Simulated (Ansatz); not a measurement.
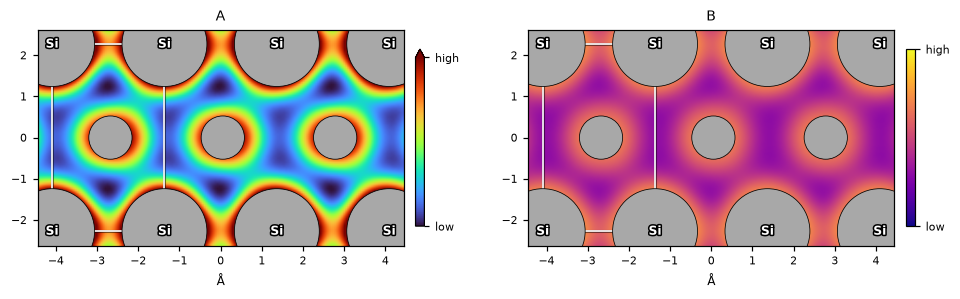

Si: 2 fields on the (001) plane of the conventional cell, with unlabelled colour scales. Grey discs cover the atomic cores.

Space group P2₁/m; a structure from a database of computed crystals, not necessarily the ambient phase; changed on purpose from its base cell (strained and moved within a subgroup); computed pressure about −5 GPa in this cell.

The calculation used DFT PBE, scalar-relativistic, plane waves, PAW (Ansatz).

Question: The panels show electron localisation function and valence pseudo-density in some order. Assign them.

Answer: Panel A: valence pseudo-density. Panel B: electron localisation function. From the grid: Si–Si (2.73 Å): ρ at the midpoint is about 0.28 e/Å³; the ELF peaks at about 0.75 between the atoms.
